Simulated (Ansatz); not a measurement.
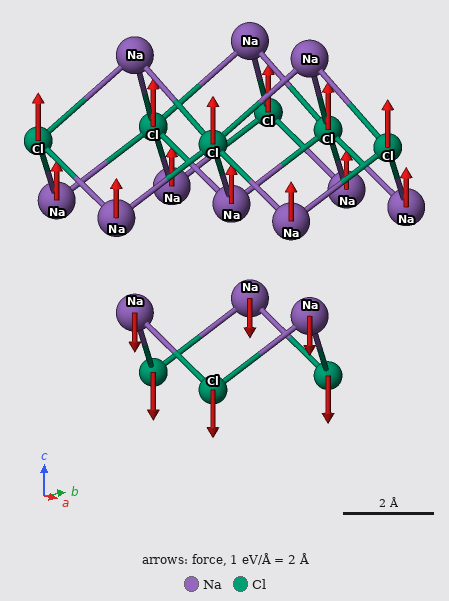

Starting geometry of solid Na3Cl2 (built on the tetradymite_166 type) (coarse preliminary run) with the computed forces as red arrows. A ball-and-stick model of the atoms within 5.0 Å of the atom that moves most (axes of the conventional cell (3 times the calculation's cell)), seen slightly off an axis. Lengths and directions refer to the drawn axes.

Case: anti-tetradymite type (R-3m, No. 166).

Theory: DFT PBE, scalar-relativistic, plane waves, PAW in Ansatz 0.2.0.

The input:
```yaml
crystal:
  lattice:
    - [1.9939819986, 1.1512260436, 9.2431180219]
    - [-1.9939819986, 1.1512260436, 9.2431180219]
    - [0.0, -2.3024520872, 9.2431180219]
  atoms:
    - { symbol: Na, position: [0.0, 0.0, 0.0] }
    - { symbol: Na, position: [0.2095, 0.2095, 0.2095] }
    - { symbol: Na, position: [0.7905, 0.7905, 0.7905] }
    - { symbol: Cl, position: [0.4, 0.4, 0.4] }
    - { symbol: Cl, position: [0.6, 0.6, 0.6] }
basis:
  ecutwfc: 420
kpoints:
  mp_grid: { grid: [6, 6, 6] }
hamiltonian:
  xc: pbe
scf:
  occupations: { method: gaussian, width: 0.1 }
  lower_state_search: "off"
output:
  forces: true
  stress: true
  eigenvalues: true
relax:
  adjacent_minimum: "off"
  f_tol: 0.04
  max_steps: 70
  cell: { stress_tol: 0.4 }
```

Run as
```bash
ansatz run input.yaml --threads 1 --pin off --max-ram 2560MiB --backend cpu --events-out ev --progress --plain --runs-dir out
```

What follows when this structure is relaxed?

It isn't relaxed: the largest force vector, on Cl atoms, is 0.55 eV/Å. The atoms end up moving mostly along the starting forces (cosine between the two patterns 0.99). The largest moves relative to the cell, 0.34 Å, are those of Na2 and Na3. Na2 goes along +c. Largest moves by element: Na 0.34 Å, Cl 0.33 Å. Cell: a = b 3.988 → 3.970 Å (−0.4 %), c 27.729 → 29.958 Å (+8.0 %). Volume +7.1 %. Some distances before and after: Na2–Na3 3.308 → 3.973 Å, Na1–Cl5 2.953 → 2.833 Å, Na2–Cl5 2.795 → 2.858 Å. Bond angles that change, for instance: Na1–Cl5–Na1 85.0° → 89.0°, Na1–Cl5–Na2 175.8° → 179.3°, Cl4–Na3–Cl4 91.0° → 88.0°. The space group stays R-3m (No. 166). After 4 accepted moves (5 points after the start) the energy has fallen by 73.0 meV per atom. The largest force component goes from 0.55 to 0.032 eV/Å. The pressure goes from 0.86 to 0.01 GPa. At 1 point the geometry stayed and the basis and grid were re-selected for the new cell (energy shift of 0.1 meV per atom at most each time).
